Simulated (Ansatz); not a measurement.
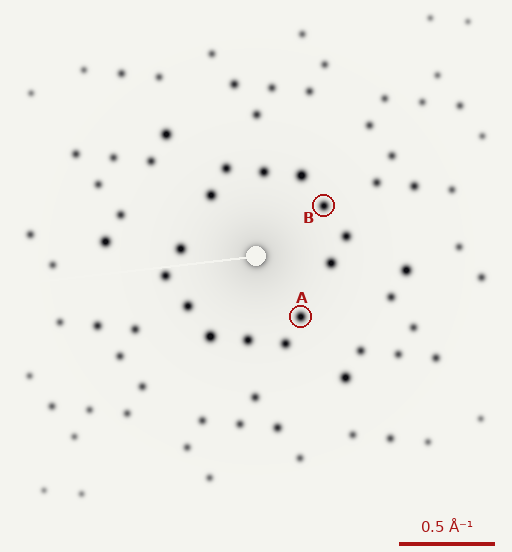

The pattern is a kinematic simulation for 100 kV electrons (no multiple scattering; isotropic B = 0.3 Å²). Two individuals of a reflection twin are superposed (a geometric construction: whether this twin forms is not tested). Crystal: Zn, space group Pm-3n (No. 223), a = 5.02 Å, zone axis [210]. Structure: the input geometry of an electronic-structure calculation (not necessarily at equilibrium); the starting structure was generated, so it need not be a known form of this composition.

```cif
data_structure
_symmetry_space_group_name_H-M 'Pm-3n'
_symmetry_Int_Tables_number 223
_cell_length_a 5.0206
_cell_length_b 5.0206
_cell_length_c 5.0206
_cell_angle_alpha 90.000
_cell_angle_beta 90.000
_cell_angle_gamma 90.000
_cell_volume 126.55
loop_
_atom_site_label
_atom_site_type_symbol
_atom_site_symmetry_multiplicity
_atom_site_Wyckoff_symbol
_atom_site_fract_x
_atom_site_fract_y
_atom_site_fract_z
_atom_site_occupancy
Zn1 Zn 2 a 0.00000 0.00000 0.00000 1
Zn2 Zn 6 c 0.25000 0.00000 0.50000 1
```

In the first individual spot A is 0 0 -2 and spot B is -1 2 0.

Find the twin plane.

(1-2-1). The spot positions of the combined pattern are mirror-symmetric about the row through 1 -2 -1 (d = 2.050 Å), which both individuals share, while a single individual has only symmetry 2mm without that mirror line. Friedel's law adds the mirror line at right angles, so a twin on (1-25) would give the same picture; the more widely spaced plane was used.

Which other reflections coincide?

Off the common row, 1 -2 -4, 2 -4 1, 1 -2 5 and their kin fall on spots of the second individual; about 25 % of the first individual's visible spots are shared.
